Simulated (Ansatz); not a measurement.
# Band-structure calculation, with input and output: ZrO₂

The run: band-structure calculation of ZrO₂ (Fm-3m, 3 atoms in the cell). Method and program: DFT PBE, scalar-relativistic, plane waves, PAW, no spin polarisation (Ansatz 0.2.0).

The structure was made by a generator, so it may or may not be a known phase.

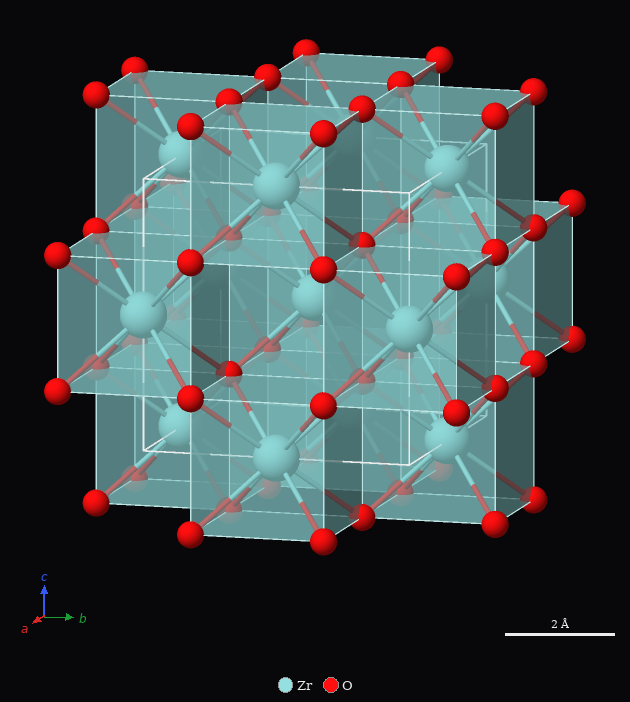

Figure 1. The structure (polyhedral view of the cell 4 times as large as that of the calculation, set on its symmetry axes, seen slightly off an axis; polyhedra are completed across the faces of the cell). An atom can appear more than once, as a periodic image.

Input file:
```yaml
crystal:
  lattice:
    - [0.0, 2.558001515, 2.558001515]
    - [2.558001515, 0.0, 2.558001515]
    - [2.558001515, 2.558001515, 0.0]
  atoms:
    - { symbol: Zr, position: [0.5, 0.5, 0.5] }
    - { symbol: O, position: [0.25, 0.25, 0.25] }
    - { symbol: O, position: [0.75, 0.75, 0.75] }
basis:
  ecutwfc: 420
kpoints:
  mp_grid: { grid: [8, 8, 8] }
  band_path:
    path:
      - [[0.0, 0.0, 0.0], [0.5, 0.0, 0.5], [0.625, 0.25, 0.625]]
      - [[0.375, 0.375, 0.75], [0.0, 0.0, 0.0], [0.5, 0.5, 0.5], [0.5, 0.25, 0.75], [0.5, 0.0, 0.5]]
    npoints: 14
hamiltonian:
  xc: pbe
scf:
  occupations: { method: gaussian, width: 0.02 }
  n_extra_bands: 7
output:
  forces: true
  stress: true
  eigenvalues: true
  populations: true
  dos: { projected: true, de: 0.02, nscf_kmesh: { grid: [12, 12, 12] } }
  bader: true
  write_density: true
  write_potential: true
  elf: true
  volumetric_format: npy
```

Machine: 1 thread of Intel Xeon @ 2.70GHz, 189 GiB of memory available, shared host.

Launch command:
```bash
ansatz run input.yaml --threads 1 --pin off --max-ram 2560MiB --backend cpu --events-out ev --progress --plain --runs-dir out
```

What the program printed:
```
scf.n_extra_bands = 7 over 12 filled bands (N_el = 24.0): the run solves 19 bands
Engine: ansatz 0.2.0, x86_64-unknown-linux-gnu
Pseudopotentials: kind: paw
Pseudopotential: Zr, paw, valence charge 12, recommended cutoff 420 eV (normal), Zr.paw.azcp
Pseudopotential: O, paw, valence charge 6, recommended cutoff 420 eV (normal), O.paw.azcp
Functional definition: PBE
  parameter kappa = 0.804
  parameter beta = 0.06672455060314922
  exchange = pbe_x(kappa = kappa, mu = beta*pi^2/3)
  correlation = pbe_c(beta = beta)
Crystal: 3 atoms, lattice volume = 33.476 Å³
Basis set: ecut = 420 eV, 645 PW (Γ), exchange–correlation on 50×50×50 points (8 copies of the dense FFT grid, shifted against one another)
Bands: 19, of which v1, the nominal top of the filled ones, is band 12 counted from 1 (11 counted from 0)
Symmetry: 48 space group operations
Space group: Fm-3m (ITA 225), of the structure as read, at distance tolerance 3.2e-5 Å
k-points: 29 of 512
Non-local potential: Zr, projectors of the file, l = 0: 3, l = 1: 2, l = 2: 2, l = 3: 2
Non-local potential: O, projectors of the file, l = 0: 2, l = 1: 2, l = 2: 1
PAW form: soft (Blöchl's): semilocal exchange-correlation on the pseudo side does not see the compensation charge
PAW one-centre angular grid: Zr, 590 points (default); XC on 64 Gauss nodes
PAW one-centre angular grid: O, 110 points (default); XC on 64 Gauss nodes
Initial density: superposition of atomic densities (neutral atoms: chi_scale 0, normalization atom), corrected by the library's trained network
Initial wavefunctions: pseudopotential atomic-orbital guess
Functional: x = pbe(κ = 0.804, μ = 0.2195149727645171), c = pbe(β = 0.06672455060314922)
SCF iter   1: F=—  HF=-5323.820741 eV  |F-HF|=—  |Δ(HF+E_count)|=         —  Δρ=2.18e-3  dr2=1.14e-3  ethr=1.77e-3  ⟨swp⟩=5.9  Hψ=2455  notcnv=0  defer=3
preconditioner: auto → none  [insulator: Δε(μ)=3.350 eV  Ē_g=19.441 eV  σ=0.020 eV  W_gap=1.00  n_scr=14 (ndim 8)  ℏωp=30.1 eV  f_vac=0.026  D(μ)=0.00/eV (n_scr^D=0)  ε∞_Penn≈3.4]
SCF iter   2: F=—  HF=-5323.820548 eV  |F-HF|=—  |Δ(HF+E_count)|=   1.93e-4  Δρ=1.50e-3  dr2=6.11e-4  ethr=4.75e-6  ⟨swp⟩=2.1  Hψ=1289  notcnv=0  defer=36
SCF iter   3: F=—  HF=-5323.820424 eV  |F-HF|=—  |Δ(HF+E_count)|=   1.25e-4  Δρ=5.71e-4  dr2=1.81e-5  ethr=2.55e-6  ⟨swp⟩=2.2  Hψ=774  notcnv=0  defer=36
SCF iter   4: F=—  HF=-5323.820341 eV  |F-HF|=—  |Δ(HF+E_count)|=   8.31e-5  Δρ=1.91e-4  dr2=2.31e-6  ethr=7.55e-8  ⟨swp⟩=2.0  Hψ=900  notcnv=0  defer=36
iter 5 did not close the SCF: its close was put off for the readings that it lacked (scf_convergence_deferred on its scf_iter line)
SCF iter   5: F=-5323.820350 eV  HF=-5323.820350 eV  |F-HF|=4.63e-8  |Δ(HF+E_count)|=   9.24e-6  Δρ=1.53e-5  dr2=3.09e-8  ethr=9.61e-9  ⟨swp⟩=2.0  Hψ=857  notcnv=0  defer=36
SCF iter   6: F=-5323.820350 eV  HF=-5323.820350 eV  |F-HF|=1.22e-10  |Δ(HF+E_count)|=   5.84e-8  Δρ=1.77e-6  dr2=7.46e-10  ethr=1.29e-10  ⟨swp⟩=8.9  Hψ=3166  notcnv=0
SCF 1 converged in 6 iterations: F = -5323.820350 eV  dr2 = 7.46e-10
  greatest PAW one-centre occupation: 0.995 electrons in one spin orbital (limit 2), on the Zr atom at site 0 (counted from 0), in its partial waves of l = 0
NSCF: frozen V_eff on 86 k-points
NSCF: frozen V_eff on 72 k-points
SCF converged after 6 iterations
Free energy (F): -5323.820350 eV
Harris-Foulkes:  -5323.820350 eV  (|F-HF|=1.22e-10)
Internal energy: -5323.820350 eV  (E = F + TS)
E sigma→0 (E₀):  -5323.820350 eV
Fermi energy:    13.563613 eV
--- Per-component energies (eV) ---
  E_band       = -66.691589
  E_kinetic    = 686.581968
  E_local      = -1151.751461  (includes V_loc(G=0)·N_el)
  E_nonlocal   = 171.102482
  E_hartree    = 379.874123
  E_xc         = -311.766727
  E_vxc        = -382.576478  (∫ρ·V_xc dr)
  E_paw        = -3268.711398  (= ΣΔE_a)
  E_vpaw       = -149.801077  (= ΣTr[D̂ρ^β])
  E_aug_tail   = 0.004986  (compensation charges beyond the density's cutoff)
  E_ewald      = -1829.154323
  E_smearing   = -0.000000  (= −TS)
  E_closure    = 0.000000  (closes the sum)
  Σ components = -5323.820350   (vs F -5323.820350, Δ=0.00e0)
--- Forces (eV/Å), atoms counted from 1 ---
  atom   1  Zr     0.00000000    -0.00000000     0.00000000
  atom   2  O      0.00000000    -0.00000000    -0.00000000
  atom   3  O     -0.00000000    -0.00000000    -0.00000000
  max |Σ_I F_I| component: 5.78e-18 eV/Å
--- Stress (GPa, compression-positive) ---
       -0.020784      -0.000000       0.000000
       -0.000000      -0.020784       0.000000
       -0.000000      -0.000000      -0.020784
  P = ⅓ Tr σ = -0.0208 GPa (-0.208 kbar)
--- Band table (eV; the first three rows and the last of 29) ---
  k-point 0: bands = ["-36.2492", "-14.0661", "-14.0661", "-14.0661", "-6.2196", "-3.7152", "6.7620", "6.7620", "6.7620", "11.3776", "11.3776", "11.3776", "15.2220", "15.2220", "18.3716", "21.0849", "21.0849", "21.0849", "26.1708"]
  k-point 1: bands = ["-36.2429", "-14.1695", "-14.0758", "-14.0758", "-6.0118", "-3.8656", "6.9094", "6.9094", "7.1684", "11.0114", "11.1052", "11.1052", "15.4975", "15.4975", "18.8411", "20.5857", "20.8655", "20.8655", "25.8113"]
  k-point 2: bands = ["-36.2276", "-14.4035", "-14.0992", "-14.0992", "-5.5600", "-4.1405", "7.2723", "7.2723", "8.1312", "10.2819", "10.6236", "10.6236", "15.8938", "15.8938", "18.6193", "20.4528", "20.4528", "20.8471", "25.0959"]
  k-point 28: bands = ["-36.1917", "-14.5026", "-14.5026", "-14.2330", "-4.5228", "-4.5228", "7.2289", "7.3083", "9.5543", "9.5543", "10.5467", "11.7080", "16.2811", "16.4093", "18.0612", "18.0612", "19.1855", "24.1311", "27.6629"]
--- Löwdin populations: 3 sites ---
  site symbol       q [e]
     0     Zr     10.5105
     1      O      6.6937
     2      O      6.6937
  spilling = 0.004253 (of n_electrons = 24.000000)
--- Bader charges: 3 sites ---
  site symbol  charge [e]  shift [e]
     0     Zr      2.6322     0.0008
     1      O     -1.3161     0.0004
     2      O     -1.3161     0.0004
  estimated error of the sums over rays = 2.4e-4 e
```

File bader_charges.tsv:
```
# site	symbol	x_ang	y_ang	z_ang	partial_charge_e	electrons	volume_ang3	relative_density_drop	shared_charge_e	partial_wave_shift_e
# quadrature_error_electrons = 2.4e-4
0	Zr	2.5580	2.5580	2.5580	2.63215	37.36785	9.96	-	2.63215	0.00078
1	O	1.2790	1.2790	1.2790	-1.31607	9.31607	11.76	-	-1.31607	0.00039
2	O	3.8370	3.8370	3.8370	-1.31608	9.31608	11.76	-	-1.31608	0.00039
```

File populations.tsv:
```
# site	symbol	l	j	q
# orbitals = lowdin
# n_electrons = 24.000000
# spilling = 0.004253
0	Zr	0_4S	-	1.954217
0	Zr	0_5S	-	0.421423
0	Zr	1_4P	-	5.984225
0	Zr	2_4D	-	2.150636
1	O	0_2S	-	1.724686
1	O	1_2P	-	4.969025
2	O	0_2S	-	1.724686
2	O	1_2P	-	4.969025
```

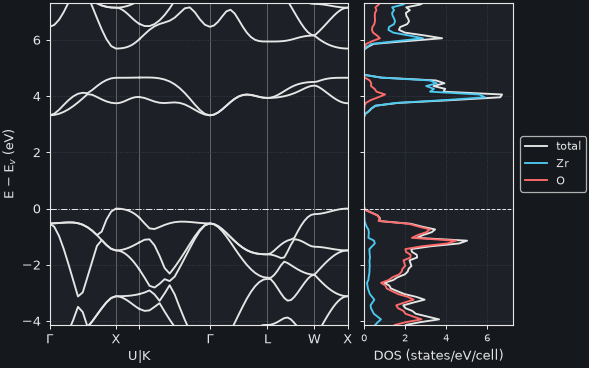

Figure 2. Band structure along Γ–X–U|K–Γ–L–W–X and density of states (projected on Löwdin-orthogonalised atomic shells), with energies from the valence-band top. There is a gap of 3.32 eV on this path, indirect, from X to Γ.

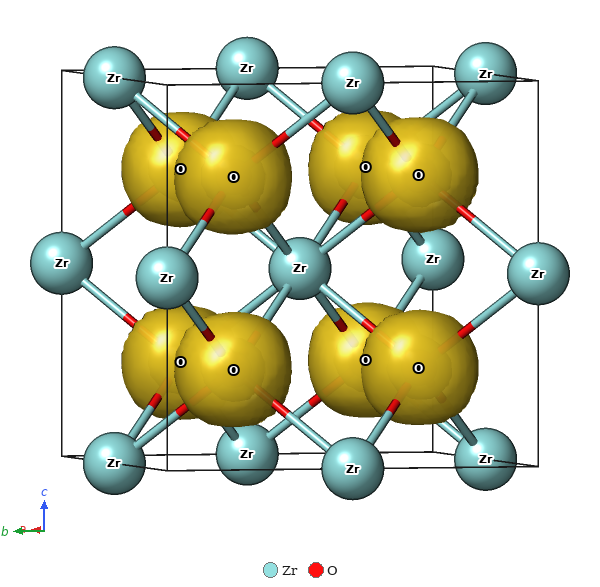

Figure 3. Isosurface of the electron localisation function at 0.75 (yellow), seen at an oblique angle. Only the valence region is drawn (cores and ρ < 0.01 e/Å³ removed). Sticks mark near contacts. The outline is the cell set on symmetry axes. Profiles from the grid: Zr–O (2.22 Å): the ELF peaks at about 0.85 in the valence shell of O, 0.6 Å from its nucleus, and drops to about 0.20 between the two atoms. Core electrons are frozen (PAW), so the fields are smoothed inside the atomic spheres.

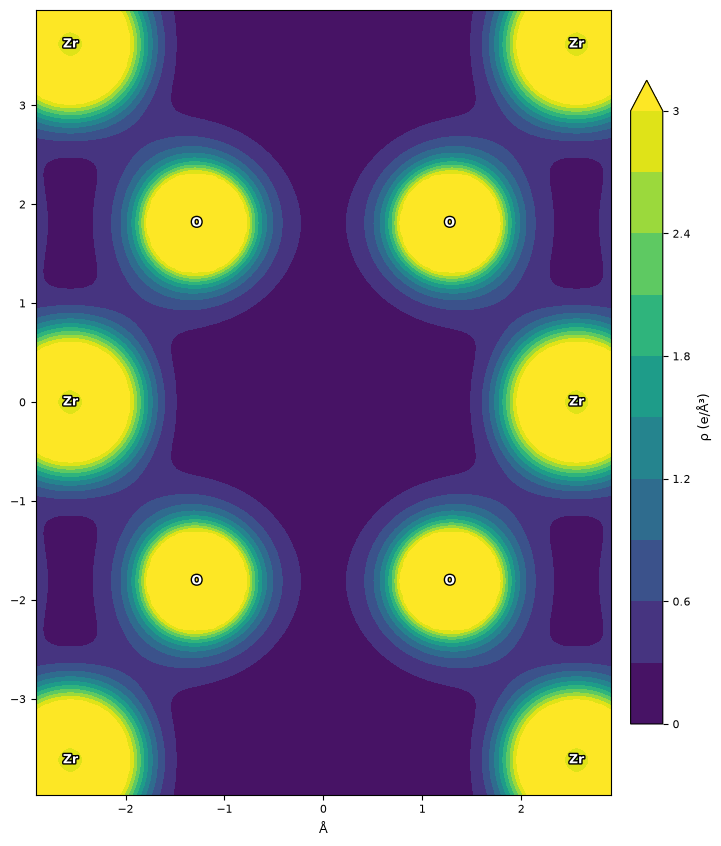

Figure 4. Valence pseudo-density on the (101) plane of the conventional cell. Atoms in the plane: Zr and O. Zr–O (2.22 Å): the density is about 0.51 e/Å³ at the midpoint. Away from the nuclei the density in this plane falls to 0.02 e/Å³ at its lowest.

Key numbers:

- outcome: converged
- space group (tolerance 0.01 Å): Fm-3m (225)
- electrons treated: 24
- free energy: −5323.8203 eV
- Fermi energy: 13.564 eV
- gap on the k-point mesh: 3.32 eV
- gap on the band path: 3.32 eV
- pressure: −0.02 GPa
- largest force (length of the vector): under 0.001 eV/Å
- wall time: 20 s
- peak memory: 0.34 GiB
